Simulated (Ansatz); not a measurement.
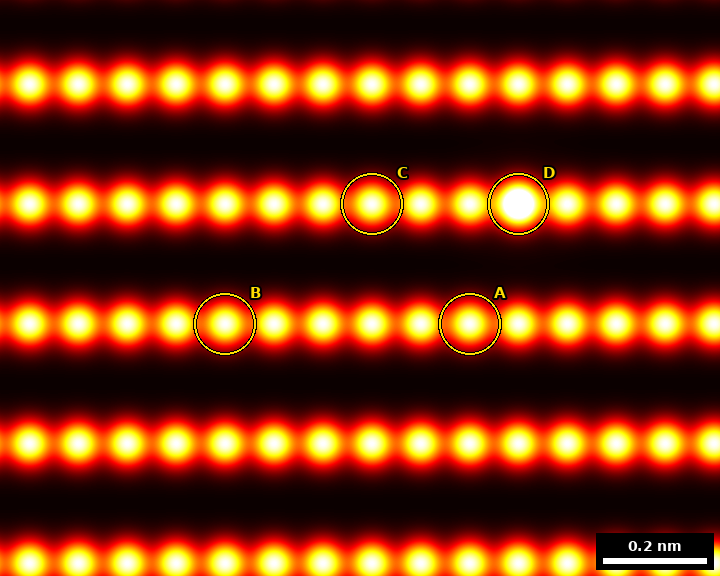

Dark-field STEM-like image of Ti (Im-3m, No. 229) along [211]. Simulated incoherent Z contrast: every atom adds Z^1.8 spread by a probe of 0.64 Å full width; channelling and multiple scattering are left out. The probe carries 15 % of its weight in a tail 2.5 times as wide. The display is stretched by a gamma of 0.8; percentages refer to the linear signal.

The sample is 3 repeats (24.2 Å) thick. One point defect was put into the perfect crystal, without relaxing the atoms around it. Brightness is counted from the darkest point of the image. Host structure: the input geometry of a calculation; the starting structure was generated, so it need not be a known form of this composition.

Question: Which ringed column holds the defect, and does it scatter more or less than its equals?

Answer: D; it scatters more. The column holds 3 atoms (Ti) through the sample, and one Ti atom is replaced by Zr, so its peak rises to about 165 % of that of its equals.
